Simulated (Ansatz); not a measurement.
GaSe

Input

```
crystal:
  lattice:
    - [3.8334222175, 0.0, 0.0]
    - [-1.9167111087, 3.3198410238, 0.0]
    - [0.0, 0.0, 16.8652014816]
  atoms:
    - { symbol: Ga, position: [0.3333333333, 0.6666666667, 0.176846068] }
    - { symbol: Ga, position: [0.6666666667, 0.3333333333, 0.676846068] }
    - { symbol: Ga, position: [0.3333333333, 0.6666666667, 0.323153932] }
    - { symbol: Ga, position: [0.6666666667, 0.3333333333, 0.823153932] }
    - { symbol: Se, position: [0.3333333333, 0.6666666667, 0.6080808197] }
    - { symbol: Se, position: [0.6666666667, 0.3333333333, 0.1080808197] }
    - { symbol: Se, position: [0.3333333333, 0.6666666667, 0.8919191803] }
    - { symbol: Se, position: [0.6666666667, 0.3333333333, 0.3919191803] }
basis:
  ecutwfc: 420
kpoints:
  mp_grid: { grid: [12, 12, 2] }
hamiltonian:
  xc: pbe
scf:
  occupations: { method: gaussian, width: 0.02 }
output:
  forces: true
  stress: true
  eigenvalues: true
  write_density: true
  write_potential: true
  elf: true
  volumetric_format: npy
relax:
  adjacent_minimum: "off"
  f_tol: 0.005
  max_steps: 80
  cell: { stress_tol: 0.05 }
```

Run with:

```sh
ansatz run input.yaml --threads 1 --pin off --max-ram 2560MiB --backend cpu --events-out ev --progress --plain --runs-dir out
```

Below, planes, directions and counts refer to the conventional cell (a = 3.82 Å, b = 3.82 Å, c = 18.05 Å, α = 90.00°, β = 90.00°, γ = 120.00°).

The fields are those of the run's last geometry, not of the input's.

Space group P6₃/mmc.

Level of theory: DFT PBE, scalar-relativistic, plane waves, PAW (Ansatz).

### What will maps of the valence pseudo-density and electron localisation function show?

Ga–Ga (2.47 Å): ρ at the midpoint is about 0.44 e/Å³; the ELF peaks at about 0.75 between the atoms.
Ga–Se (2.50 Å): the density is about 0.47 e/Å³ at the midpoint; the ELF is about 0.70 at the midpoint.

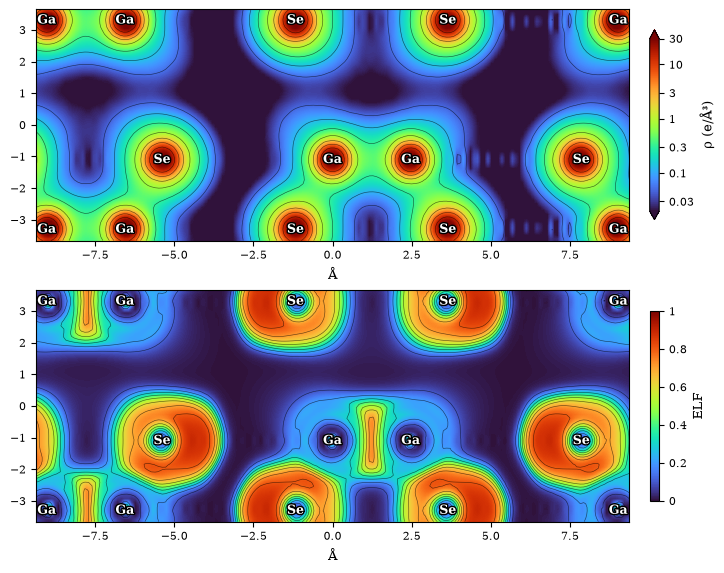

Computed valence pseudo-density and electron localisation function on the (110) plane of the conventional cell, in this order. 
